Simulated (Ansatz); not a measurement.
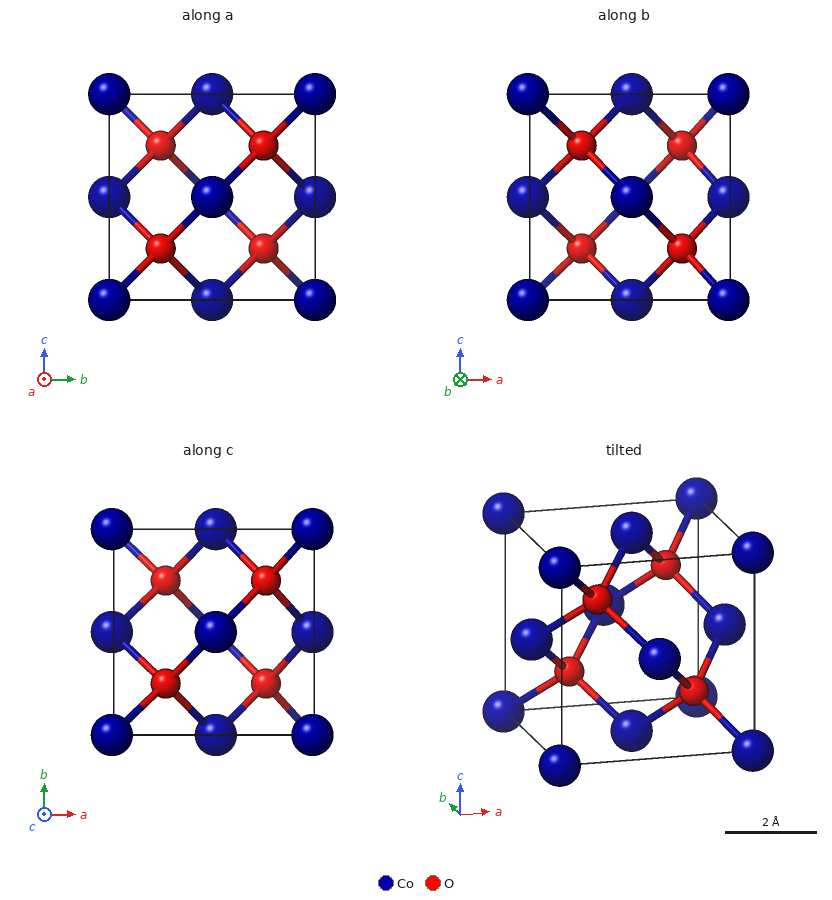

We look at a ball-and-stick model of the crystal along the a axis, along the b axis, along the c axis and slightly off an axis. The frame is the drawn cell (a repeat of the simulation cell); atoms at its boundary are shown with their periodic copies.

Lattice parameters: a = 4.416 Å, b = 4.531 Å, c = 4.531 Å, α = 90.00°, β = 90.00°, γ = 90.00°. Put a along x and b in the xy plane.

Q: From the views, write a POSCAR file, with free fractional coordinates to two decimals.

A:
```
Co O
1.0
     4.416    0.000    0.000
     0.000    4.531    0.000
     0.000    0.000    4.531
Co O
4 4
Direct
  0.99 0.00 0.00
  0.51 0.00 0.50
  0.51 0.50 0.00
  0.99 0.50 0.50
  0.76 0.25 0.25
  0.26 0.25 0.75
  0.26 0.75 0.25
  0.76 0.75 0.75
```

Starting structure: a structure type filled with these elements by a generator (whether the compound takes this form wasn't checked). The cell was then strained or its atoms displaced on purpose. A calculation with Ansatz used it as input.

At this level of theory the run's own cell isn't at rest (forces up to 0.8 eV/Å), so its distances can differ from those at equilibrium, the more so the softer the solid.
